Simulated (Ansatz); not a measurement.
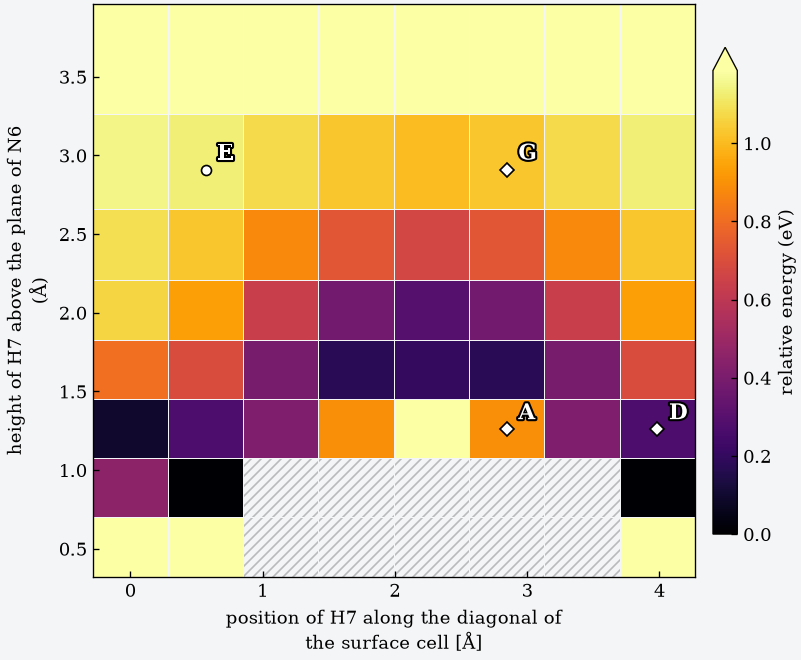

H on a ZrN(100) slab cut from the Fm-3m phase, its upper half relaxed before the scan (6 atoms of substrate and one adsorbate in a 1 × 1 cell). H is moved along a line over the surface and along the normal, above a rigid substrate. The first coordinate is: position of H7 along the diagonal of the surface cell, from above N6; the second: height of H7 above the plane of N6. Grid: 8 × 8 points; 34 points were computed and 20 follow by symmetry. At 10 points there is no value (left out of the scan, as a rule where atoms come close). Points are written as (first, second). All energies are given in eV relative to the lowest grid point. All numbers below come from DFT PBEsol, scalar-relativistic, plane waves, PAW in Ansatz 0.2.0. Settings: cutoff 420 eV, k-mesh 8×8×1, gaussian smearing 0.1 eV, spin-polarised.

The picture shows one coloured cell a grid point, one colour for all values above the top of the scale, hatched blanks where no value was computed, lettered points.

Question: Is G the lowest point of the computed grid?

Answer: No. G lies 1.03 eV above the lowest grid point, which is at (0.57 Å, 0.89 Å) [nearest 1 N at 1.06 Å].

Question: Rank the lettered points by energy, lowest first.

Answer: D (0.27 eV), A (0.89 eV), G (1.03 eV), E (1.13 eV).

PAW datasets: the set soft_1.
